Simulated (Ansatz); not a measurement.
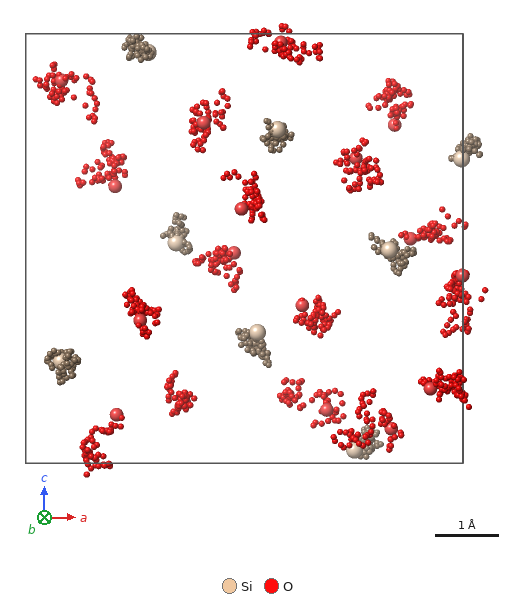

First-principles dynamics of SiO₂ with an interstitial O (25 atoms in the cell), 450 fs long. It starts from the last geometry of an earlier run, with fresh velocities. Dots mark each atom's position at evenly spaced times, in the colour of its element; spheres stand at the starting positions. Seen along the b axis in the simulation cell.

These are results of DFT LDA, scalar-relativistic, plane waves, PAW (Ansatz), not measurements. Run with plane-wave cutoff 420 eV; k-point mesh 1 × 1 × 1; Fermi-Dirac smearing 0.02 eV; spin collinear; low-accuracy preset; Langevin thermostat (NVT); set temperature 2100 K; time step 1.5 fs; friction 0.05 per fs.

Q: What do the traces tell about the motion?

A: In the second half of the run the atoms are, in the root-mean-square, this far from where they began (common drift taken out): O 0.72 Å, Si 0.33 Å. Against the typical shortest distance between atoms in the first frame, about 1.6 Å these are large excursions, but over 450 fs one can't yet tell strong vibration from the start of diffusion. Bond changes: one O–O bond forms at about 160 fs; one O–Si bond forms at about 178 fs; one O–Si bond breaks at about 312 fs. Over the second half the temperature averages 2026 K (spread ±315 K). The potential energy in the second half lies on average 6.7 meV per atom below the first frame.

Limits of the set-up: the program's low-accuracy preset was used; the periodic images lie only 6.9 Å apart, so the values are limited by the cell's size.

The run took 28 min on 1 thread of Arm Neoverse V1, with other jobs on the host, peak memory 0.45 GiB.

PAW datasets: the set soft_1.
